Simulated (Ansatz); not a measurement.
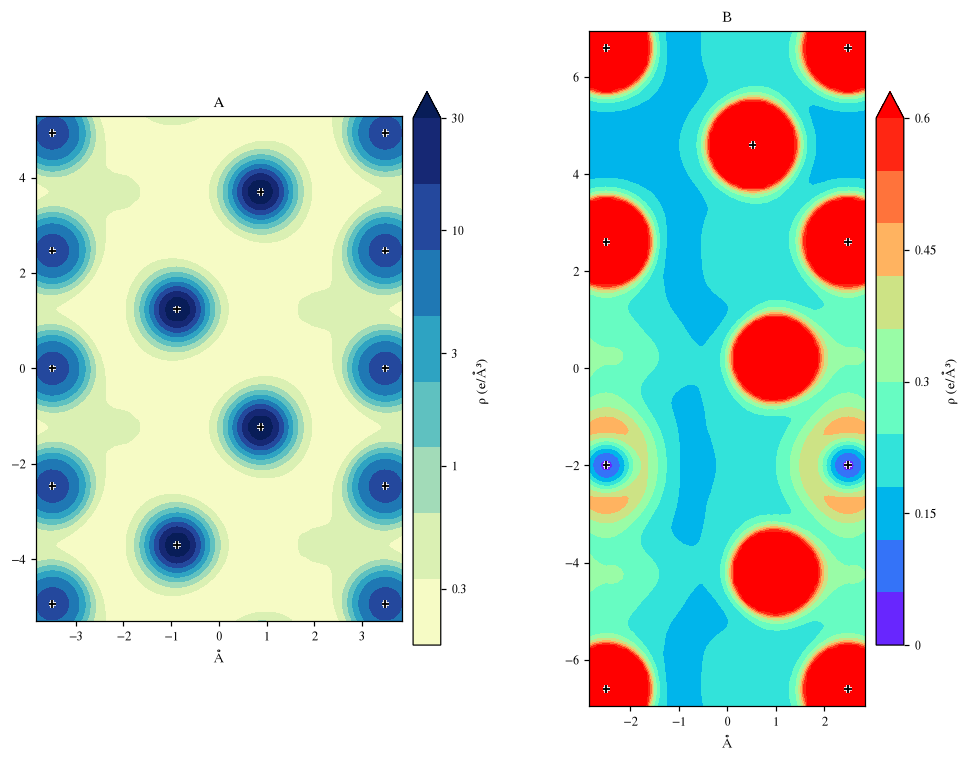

The valence pseudo-density of 2 systems, each on a plane through atoms (crosses mark nuclei in the plane).

Computed with DFT PBEsol, scalar-relativistic, plane waves, PAW in Ansatz.

System 1: Ti2Co, the (110) plane of the conventional cell. Space group Fd-3m; spin-polarised.

```yaml
crystal:
  lattice:
    - [6.97903, 0.00000, 0.00000]
    - [0.00000, 6.97903, 0.00000]
    - [0.00000, 0.00000, 6.97903]
  atoms:
    - { symbol: Ti, position: [0.62500, 0.12500, 0.12500] }
    - { symbol: Ti, position: [0.12500, 0.62500, 0.12500] }
    - { symbol: Ti, position: [0.12500, 0.12500, 0.62500] }
    - { symbol: Ti, position: [0.62500, 0.62500, 0.62500] }
    - { symbol: Ti, position: [0.62500, 0.37500, 0.37500] }
    - { symbol: Ti, position: [0.12500, 0.87500, 0.37500] }
    - { symbol: Ti, position: [0.12500, 0.37500, 0.87500] }
    - { symbol: Ti, position: [0.62500, 0.87500, 0.87500] }
    - { symbol: Ti, position: [0.87500, 0.37500, 0.12500] }
    - { symbol: Ti, position: [0.37500, 0.87500, 0.12500] }
    - { symbol: Ti, position: [0.37500, 0.37500, 0.62500] }
    - { symbol: Ti, position: [0.87500, 0.87500, 0.62500] }
    - { symbol: Ti, position: [0.87500, 0.12500, 0.37500] }
    - { symbol: Ti, position: [0.37500, 0.62500, 0.37500] }
    - { symbol: Ti, position: [0.37500, 0.12500, 0.87500] }
    - { symbol: Ti, position: [0.87500, 0.62500, 0.87500] }
    - { symbol: Co, position: [0.00000, 0.00000, 0.00000] }
    - { symbol: Co, position: [0.50000, 0.50000, 0.00000] }
    - { symbol: Co, position: [0.50000, 0.00000, 0.50000] }
    - { symbol: Co, position: [0.00000, 0.50000, 0.50000] }
    - { symbol: Co, position: [0.25000, 0.25000, 0.25000] }
    - { symbol: Co, position: [0.75000, 0.75000, 0.25000] }
    - { symbol: Co, position: [0.75000, 0.25000, 0.75000] }
    - { symbol: Co, position: [0.25000, 0.75000, 0.75000] }
```

System 2: Ti5Si, the (100) plane of the conventional cell. Space group R32; a structure from a database of computed crystals, not necessarily the ambient phase; computed without spin polarisation.

```
CELL_PARAMETERS angstrom
4.97954 0.00000 0.00000
-2.48977 4.31240 0.00000
0.00000 0.00000 13.19723
ATOMIC_POSITIONS crystal
Ti 0.00000 0.00000 0.15122
Ti 0.66667 0.33333 0.48455
Ti 0.33333 0.66667 0.81788
Ti 0.60462 0.00000 0.00000
Ti 0.27129 0.33333 0.33333
Ti 0.93796 0.66667 0.66667
Ti 0.00000 0.60462 0.00000
Ti 0.66667 0.93796 0.33333
Ti 0.33333 0.27129 0.66667
Ti 0.66667 0.33333 0.18212
Ti 0.33333 0.66667 0.51545
Ti 0.00000 0.00000 0.84878
Ti 0.39538 0.39538 0.00000
Ti 0.06204 0.72871 0.33333
Ti 0.72871 0.06204 0.66667
Si 0.33333 0.66667 0.16667
Si 0.00000 0.00000 0.50000
Si 0.66667 0.33333 0.83333
```

Question: Match each panel to its system.

Answer: Panel A is system 1, Ti2Co: the plane holds Ti and Co. Ti–Ti (2.47 Å): the density is about 0.34 e/Å³ at the midpoint. Panel B is system 2, Ti5Si: the plane holds Ti and Si. Ti–Ti (2.80 Å): ρ at the midpoint is about 0.19 e/Å³.
